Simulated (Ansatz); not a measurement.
# Geometry relaxation of AlCu$_{3}$ (part 2 of 2)

The same run, continued: AlCu$_{3}$ (P6₃/mmc, 8 atoms in the cell); DFT LDA, scalar-relativistic, plane waves, PAW, no spin polarisation (Ansatz 0.2.0); cutoff 420 eV, 12×12×8 k-mesh, Gaussian smearing of 0.1 eV. The structure derives from a Materials Project entry.

Geometry of the input (Å; fractional positions):
```
5.1379  0.0000  0.0000
-2.5690  4.4496  0.0000
0.0000  0.0000  4.2061
Al 0.6667  0.3333  0.2500
Al 0.3333  0.6667  0.7500
Cu 0.3311  0.1655  0.7500
Cu 0.8345  0.1655  0.7500
Cu 0.8345  0.6689  0.7500
Cu 0.6689  0.8345  0.2500
Cu 0.1655  0.8345  0.2500
Cu 0.1655  0.3311  0.2500
```

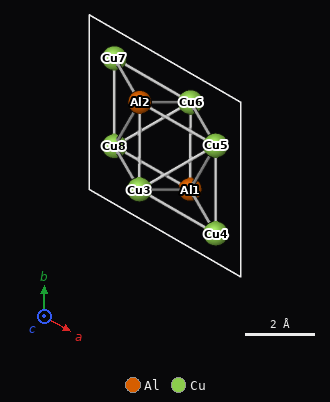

Figure 1. The geometry at step 3 of the log (ball-and-stick view of the cell of the calculation, along the c axis; atoms are numbered from 1 in the order of the input).

## The program's output, continued
```
SCF iter   1: F=—  HF=-40361.751874 eV  |F-HF|=—  |Δ(HF+E_count)|=         —  Δρ=1.63e-4  dr2=1.05e-5  ethr=8.89e-9  ⟨swp⟩=2.0  Hψ=25377  notcnv=0
preconditioner: auto → Kerker (q_TF=auto, 2.850 Å⁻¹)  [metal: Δε(μ)=0.010 eV  Ē_g=9.179 eV  σ=0.100 eV  W_gap=0.05  n_scr=26 (ndim 8)  ℏωp=32.8 eV  f_vac=0.001  D(μ)=3.11/eV (n_scr^D=20)]
SCF iter   2: F=—  HF=-40361.751871 eV  |F-HF|=—  |Δ(HF+E_count)|=   3.41e-6  Δρ=8.83e-5  dr2=3.35e-6  ethr=8.74e-9  ⟨swp⟩=1.0  Hψ=6840  notcnv=0
SCF iter   3: F=—  HF=-40361.751869 eV  |F-HF|=—  |Δ(HF+E_count)|=   1.27e-6  Δρ=3.92e-5  dr2=1.08e-6  ethr=2.79e-9  ⟨swp⟩=2.0  Hψ=11313  notcnv=0
SCF iter   4: F=—  HF=-40361.751869 eV  |F-HF|=—  |Δ(HF+E_count)|=   2.93e-7  Δρ=8.29e-6  dr2=1.33e-7  ethr=9.01e-10  ⟨swp⟩=2.0  Hψ=9688  notcnv=0
SCF iter   5: F=—  HF=-40361.751869 eV  |F-HF|=—  |Δ(HF+E_count)|=   3.56e-8  Δρ=3.39e-6  dr2=8.26e-9  ethr=1.11e-10  ⟨swp⟩=2.0  Hψ=10057  notcnv=0
SCF iter   6: F=-40361.751869 eV  HF=-40361.751869 eV  |F-HF|=4.73e-10  |Δ(HF+E_count)|=   2.02e-9  Δρ=8.60e-7  dr2=7.14e-10  ethr=5.68e-12  ⟨swp⟩=6.1  Hψ=35069  notcnv=0
SCF 5 converged in 6 iterations: F = -40361.751869 eV  dr2 = 7.14e-10
relax step   5: F+E_penalty+E_count = -40361.75186909 eV  Δ(F+E_penalty+E_count) = -2.830e-5 eV  max|allowed force component| = 1.879e-4 eV/Å  Δτ_max = 0.0007 Å  P = -0.001 GPa  Ω = 92.315 Å³  energy of the carried Pulay correction = +2.187e-3 eV  (6 SCF iters, dr2 threshold 6.81e-9 eV, accepted)
Initial wavefunctions: pseudopotential atomic-orbital guess (no wavefunctions were taken with the density)
iter 1 solved again at ethr=2.96e-8 eV; its pass at ethr=3.10e-3 eV (dr2=3.56e-5 eV) is discarded
SCF iter   1: F=—  HF=-40361.749801 eV  |F-HF|=—  |Δ(HF+E_count)|=         —  Δρ=9.44e-5  dr2=1.04e-6  ethr=2.96e-8  ⟨swp⟩=3.0  Hψ=41357  notcnv=0
preconditioner: auto → Kerker (q_TF=auto, 2.850 Å⁻¹)  [metal: Δε(μ)=0.010 eV  Ē_g=9.180 eV  σ=0.100 eV  W_gap=0.05  n_scr=26 (ndim 8)  ℏωp=32.8 eV  f_vac=0.001  D(μ)=3.11/eV (n_scr^D=20)]
SCF iter   2: F=—  HF=-40361.749803 eV  |F-HF|=—  |Δ(HF+E_count)|=   1.34e-6  Δρ=4.60e-5  dr2=2.36e-7  ethr=8.69e-10  ⟨swp⟩=1.8  Hψ=10176  notcnv=0
SCF iter   3: F=—  HF=-40361.749803 eV  |F-HF|=—  |Δ(HF+E_count)|=   2.26e-8  Δρ=1.29e-5  dr2=3.64e-8  ethr=1.97e-10  ⟨swp⟩=2.0  Hψ=9100  notcnv=0
SCF iter   4: F=—  HF=-40361.749803 eV  |F-HF|=—  |Δ(HF+E_count)|=   1.32e-8  Δρ=1.57e-6  dr2=2.00e-9  ethr=3.03e-11  ⟨swp⟩=2.6  Hψ=12544  notcnv=0
SCF iter   5: F=—  HF=-40361.749803 eV  |F-HF|=—  |Δ(HF+E_count)|=  5.68e-10  Δρ=1.54e-7  dr2=2.92e-11  ethr=1.66e-12  ⟨swp⟩=1.0  Hψ=6869  notcnv=0
SCF iter   6: F=-40361.749803 eV  HF=-40361.749803 eV  |F-HF|=0.00e0  |Δ(HF+E_count)|=  4.37e-11  Δρ=6.93e-8  dr2=3.83e-12  ethr=1.00e-12  ⟨swp⟩=5.2  Hψ=28706  notcnv=0
SCF 6 converged in 6 iterations: F = -40361.749803 eV  dr2 = 3.83e-12
relax step   6: F+E_penalty+E_count = -40361.74980253 eV  Δ(F+E_penalty+E_count) = +2.067e-3 eV  max|allowed force component| = 1.781e-4 eV/Å  Δτ_max = 0.0000 Å  P = -0.006 GPa  Ω = 92.315 Å³  stress off target by 6.89e-3 GPa  SCF on the basis re-selected at this cell (its energy is not comparable with the rows above)  (6 SCF iters)
basis re-selected at this cell: Δ(F+E_penalty+E_count) = +2.067e-3 eV, ΔP = -0.006 GPa vs the last step (what re-selecting the basis moved, of the pressure what is left beyond the Pulay correction that the steps carried, after the strain that the cell walked since its last selection, with what the two solves' SCF thresholds leave and, on support functions, any second-order correction that the steps lacked; it is no measure of the basis error at this ecutwfc). This SCF's stress stands 6.89e-3 GPa from its target on what of the cell is left free (relax.cell.stress_tol is 5.00e-2 GPa) and its largest allowed force component is 1.78e-4 eV/Å (relax.f_tol is 5.00e-3 eV/Å): within both
SCF converged after 6 iterations
Free energy (F): -40361.749803 eV
Harris-Foulkes:  -40361.749803 eV  (|F-HF|=0.00e0)
Internal energy: -40361.734250 eV  (E = F + TS)
E sigma→0 (E₀):  -40361.742026 eV
Entropy (-TS):   -0.015552 eV (-1.944 meV/atom)
Fermi energy:    15.951149 eV
--- Per-component energies (eV) ---
  E_band       = -2247.663762
  E_kinetic    = 1859.702929
  E_local      = -27604.317893  (includes V_loc(G=0)·N_el)
  E_nonlocal   = 2374.192004
  E_hartree    = 12292.890200
  E_xc         = -621.938043
  E_vxc        = -763.274587  (∫ρ·V_xc dr)
  E_paw        = -10434.970688  (= ΣΔE_a)
  E_vpaw       = -2699.748042  (= ΣTr[D̂ρ^β])
  E_aug_tail   = 0.001265  (compensation charges beyond the density's cutoff)
  E_ewald      = -18230.103418
  E_core_change = 2.809394  (= ΣΔE_core)
  E_smearing   = -0.015552  (= −TS)
  E_closure    = -0.000000  (closes the sum)
  Σ components = -40361.749803   (vs F -40361.749803, Δ=0.00e0)
--- Forces (eV/Å), atoms counted from 1 ---
  atom   1  Al     0.00000000    -0.00000000     0.00000000
  atom   2  Al    -0.00000000     0.00000000     0.00000000
  atom   3  Cu    -0.00015428    -0.00008907     0.00000000
  atom   4  Cu     0.00015428    -0.00008907     0.00000000
  atom   5  Cu    -0.00000000     0.00017814     0.00000000
  atom   6  Cu     0.00015428     0.00008907     0.00000000
  atom   7  Cu    -0.00015428     0.00008907     0.00000000
  atom   8  Cu     0.00000000    -0.00017814     0.00000000
  max |Σ_I F_I| component: 4.63e-18 eV/Å
--- Stress (GPa, compression-positive) ---
       -0.006885       0.000000       0.000000
       -0.000000      -0.006885       0.000000
        0.000000       0.000000      -0.004430
  P = ⅓ Tr σ = -0.0061 GPa (-0.061 kbar)
--- Band table (eV; the first three rows and the last of 95) ---
  k-point 0: bands = ["-96.5429", "-96.5323", "-96.5323", "-96.5316", "-96.5267", "-96.5267", "-54.3981", "-54.3974", "-54.3974", "-54.3861", "-54.3861", "-54.3724", "-54.3682", "-54.3682", "-54.3617", "-54.3435", "-54.3428", "-54.3264", "-54.3264", "-54.3128", "-54.2782", "-54.2782", "-54.2741", "-54.2741", "4.8980", "9.3818", "10.5028", "10.5028", "10.5868", "10.6657", "10.7055", "10.9967", "10.9967", "11.3650", "11.3650", "11.4592", "11.4592", "12.0489", "12.0574", "12.0582", "12.1794", "12.1794", "12.3342", "12.3342", "12.7935", "12.7935", "12.8875", "12.8875", "13.0809", "13.0809", "13.1114", "13.1114", "13.2760", "13.6085", "13.6482", "13.7132", "14.0339", "14.5814", "14.5814", "15.1399", "15.8910", "15.8910", "17.6434", "20.8572", "21.7425", "21.7425", "21.8350", "21.8350", "22.9180", "23.2807", "23.2807", "24.2032"]
  k-point 1: bands = ["-96.5425", "-96.5320", "-96.5320", "-96.5320", "-96.5269", "-96.5269", "-54.4000", "-54.4000", "-54.3957", "-54.3882", "-54.3882", "-54.3712", "-54.3635", "-54.3635", "-54.3619", "-54.3439", "-54.3433", "-54.3262", "-54.3262", "-54.3152", "-54.2780", "-54.2780", "-54.2743", "-54.2743", "5.0395", "9.2956", "10.4429", "10.5331", "10.5331", "10.6309", "10.7906", "11.0060", "11.0060", "11.3617", "11.3617", "11.4227", "11.4227", "11.7284", "12.1079", "12.3367", "12.3367", "12.4036", "12.4036", "12.4393", "12.7607", "12.7773", "12.7773", "12.8303", "12.8303", "13.1104", "13.1104", "13.1459", "13.1459", "13.5550", "13.6328", "13.7099", "14.0728", "14.4978", "14.4978", "15.2001", "15.8374", "15.8374", "18.5366", "20.2931", "20.7281", "20.7281", "20.9926", "20.9926", "21.9939", "24.4538", "24.4538", "25.0378"]
  k-point 2: bands = ["-96.5413", "-96.5333", "-96.5314", "-96.5314", "-96.5275", "-96.5275", "-54.4040", "-54.4040", "-54.3935", "-54.3935", "-54.3890", "-54.3680", "-54.3628", "-54.3538", "-54.3538", "-54.3472", "-54.3428", "-54.3266", "-54.3266", "-54.3216", "-54.2777", "-54.2777", "-54.2748", "-54.2748", "5.4590", "8.9184", "10.0915", "10.4292", "10.6026", "10.6026", "10.9677", "10.9677", "11.1046", "11.3131", "11.3131", "11.5610", "11.5610", "11.5655", "12.1351", "12.2551", "12.3885", "12.3885", "12.6567", "12.7140", "12.7140", "12.7337", "12.7337", "12.8400", "12.8400", "13.1155", "13.1155", "13.3238", "13.3238", "13.3596", "13.6388", "13.7005", "14.2425", "14.2425", "14.2675", "15.2294", "15.6413", "15.6413", "19.4024", "19.5212", "19.5212", "19.7908", "19.7908", "20.3231", "20.8511", "26.0321", "26.0321", "26.7364"]
  k-point 94: bands = ["-96.5338", "-96.5338", "-96.5329", "-96.5329", "-96.5294", "-96.5294", "-54.4010", "-54.4010", "-54.3919", "-54.3919", "-54.3732", "-54.3732", "-54.3584", "-54.3584", "-54.3383", "-54.3383", "-54.3320", "-54.3320", "-54.3112", "-54.3112", "-54.3106", "-54.3106", "-54.2796", "-54.2796", "8.8002", "8.8002", "9.1584", "9.1584", "9.7925", "9.7925", "11.1591", "11.1591", "11.4819", "11.4819", "11.5876", "11.5876", "11.6102", "11.6102", "11.7368", "11.7368", "12.0718", "12.0718", "12.3535", "12.3535", "12.3903", "12.3903", "12.7232", "12.7232", "12.7784", "12.7784", "13.1292", "13.1292", "13.2288", "13.2288", "13.4230", "13.4230", "13.5157", "13.5157", "13.7754", "13.7754", "17.8421", "17.8421", "19.2294", "19.2294", "20.5746", "20.5746", "24.8953", "24.8953", "25.3188", "25.3188", "25.8575", "25.8575"]
--- Relaxed structure (5 steps of the walk, 5 accepted, 1 SCFs on fresh bases) ---
  F+E_penalty+E_count = -40361.74980253 eV   max|allowed force component| = 1.781e-4 eV/Å   (the final SCF, on the basis selected at the relaxed cell)
  cell:  # Å, volume = 92.3148 Å³
    - [5.080507259491835, -4.499768446254812e-36, 0.0]
    - [-2.5402536297459175, 4.3998483508311885, 0.0]
    - [0.0, 0.0, 4.129776170483306]
  atoms:
    - { symbol: Al, position: [0.6666666666666666, 0.33333333333333337, 0.25] }
    - { symbol: Al, position: [0.33333333333333337, 0.6666666666666667, 0.75] }
    - { symbol: Cu, position: [0.3303580442238543, 0.16517902211192712, 0.75] }
    - { symbol: Cu, position: [0.8348209778880729, 0.16517902211192712, 0.75] }
    - { symbol: Cu, position: [0.8348209778880729, 0.6696419557761458, 0.75] }
    - { symbol: Cu, position: [0.6696419557761458, 0.834820977888073, 0.25] }
    - { symbol: Cu, position: [0.1651790221119272, 0.834820977888073, 0.25] }
    - { symbol: Cu, position: [0.1651790221119271, 0.3303580442238543, 0.25] }
```

## Trajectory as extended XYZ (Å, eV, eV/Å), 6 frames, from step=1 to step=6
```
8
Lattice="5.1379 0.0000 0.0000 -2.5690 4.4496 0.0000 0.0000 0.0000 4.2061" Properties=species:S:1:pos:R:3:forces:R:3 step=1 energy=-40361.66984 pressure_GPa=-6.22
Al    2.5690    1.4832    1.0515    0.0000   0.0000   0.0000
Al    0.0000    2.9664    3.1546    0.0000   0.0000   0.0000
Cu    1.2757    0.7365    3.1546   -0.0404  -0.0233   0.0000
Cu    3.8622    0.7365    3.1546    0.0404  -0.0233   0.0000
Cu    2.5690    2.9765    3.1546    0.0000   0.0467   0.0000
Cu    1.2932    3.7130    1.0515    0.0404   0.0233   0.0000
Cu   -1.2932    3.7130    1.0515   -0.0404   0.0233   0.0000
Cu    0.0000    1.4731    1.0515    0.0000  -0.0467   0.0000
8
Lattice="5.1016 0.0000 0.0000 -2.5508 4.4181 0.0000 0.0000 0.0000 4.1647" Properties=species:S:1:pos:R:3:forces:R:3 step=2 energy=-40361.73672 pressure_GPa=-2.70
Al    2.5508    1.4727    1.0412    0.0000   0.0000   0.0000
Al    0.0000    2.9454    3.1235    0.0000   0.0000   0.0000
Cu    1.2662    0.7310    3.1235   -0.0303  -0.0175   0.0000
Cu    3.8355    0.7310    3.1235    0.0303  -0.0175   0.0000
Cu    2.5508    2.9561    3.1235    0.0000   0.0350   0.0000
Cu    1.2846    3.6871    1.0412    0.0303   0.0175   0.0000
Cu   -1.2846    3.6871    1.0412   -0.0303   0.0175   0.0000
Cu    0.0000    1.4620    1.0412    0.0000  -0.0350   0.0000
8
Lattice="5.0773 0.0000 0.0000 -2.5386 4.3970 0.0000 0.0000 0.0000 4.1288" Properties=species:S:1:pos:R:3:forces:R:3 step=3 energy=-40361.75183 pressure_GPa=0.25
Al    2.5386    1.4657    1.0322    0.0000   0.0000   0.0000
Al    0.0000    2.9314    3.0966    0.0000   0.0000   0.0000
Cu    1.2584    0.7265    3.0966   -0.0047  -0.0027   0.0000
Cu    3.8188    0.7265    3.0966    0.0047  -0.0027   0.0000
Cu    2.5386    2.9440    3.0966    0.0000   0.0055   0.0000
Cu    1.2802    3.6705    1.0322    0.0047   0.0027   0.0000
Cu   -1.2802    3.6705    1.0322   -0.0047   0.0027   0.0000
Cu    0.0000    1.4531    1.0322    0.0000  -0.0055   0.0000
8
Lattice="5.0814 0.0000 0.0000 -2.5407 4.4007 0.0000 0.0000 0.0000 4.1285" Properties=species:S:1:pos:R:3:forces:R:3 step=4 energy=-40361.75184 pressure_GPa=-0.01
Al    2.5407    1.4669    1.0321    0.0000   0.0000   0.0000
Al    0.0000    2.9338    3.0964    0.0000   0.0000   0.0000
Cu    1.2584    0.7266    3.0964    0.0071   0.0041   0.0000
Cu    3.8230    0.7266    3.0964   -0.0071   0.0041   0.0000
Cu    2.5407    2.9475    3.0964    0.0000  -0.0082   0.0000
Cu    1.2823    3.6741    1.0321   -0.0071  -0.0041   0.0000
Cu   -1.2823    3.6741    1.0321    0.0071  -0.0041   0.0000
Cu    0.0000    1.4531    1.0321    0.0000   0.0082   0.0000
8
Lattice="5.0805 0.0000 0.0000 -2.5403 4.3998 0.0000 0.0000 0.0000 4.1298" Properties=species:S:1:pos:R:3:forces:R:3 step=5 energy=-40361.75187 pressure_GPa=-0.00
Al    2.5403    1.4666    1.0324    0.0000   0.0000   0.0000
Al    0.0000    2.9332    3.0973    0.0000   0.0000   0.0000
Cu    1.2588    0.7268    3.0973   -0.0002  -0.0001   0.0000
Cu    3.8217    0.7268    3.0973    0.0002  -0.0001   0.0000
Cu    2.5403    2.9463    3.0973    0.0000   0.0002   0.0000
Cu    1.2815    3.6731    1.0324    0.0002   0.0001   0.0000
Cu   -1.2815    3.6731    1.0324   -0.0002   0.0001   0.0000
Cu    0.0000    1.4535    1.0324    0.0000  -0.0002   0.0000
8
Lattice="5.0805 0.0000 0.0000 -2.5403 4.3998 0.0000 0.0000 0.0000 4.1298" Properties=species:S:1:pos:R:3:forces:R:3 step=6 energy=-40361.74980 pressure_GPa=-0.01
Al    2.5403    1.4666    1.0324    0.0000   0.0000   0.0000
Al    0.0000    2.9332    3.0973    0.0000   0.0000   0.0000
Cu    1.2588    0.7268    3.0973   -0.0002  -0.0001   0.0000
Cu    3.8217    0.7268    3.0973    0.0002  -0.0001   0.0000
Cu    2.5403    2.9463    3.0973    0.0000   0.0002   0.0000
Cu    1.2815    3.6731    1.0324    0.0002   0.0001   0.0000
Cu   -1.2815    3.6731    1.0324   -0.0002   0.0001   0.0000
Cu    0.0000    1.4535    1.0324    0.0000  -0.0002   0.0000
```

## Results in brief

```csv
quantity,value
outcome,converged
space group (tolerance 0.01 Å),P6₃/mmc (194)
electrons treated,120
free energy,−40361.7498 eV
Fermi energy,15.951 eV
gap on the k-point mesh,none (metallic)
pressure,−0.01 GPa
final volume,92.31 Å³
largest force (length of the vector) at the end,under 0.001 eV/Å
final cell,"a = 5.081 Å, b = 5.081 Å, c = 4.130 Å, α = 90.00°, β = 90.00°, γ = 120.00°"
hardware,"2 threads of Intel Xeon @ 2.50GHz (Skylake/Cascade Lake), 192 GiB of memory available, shared host"
wall time,2.7 min (CPU time 5.2 min)
peak memory,0.8 GiB
```
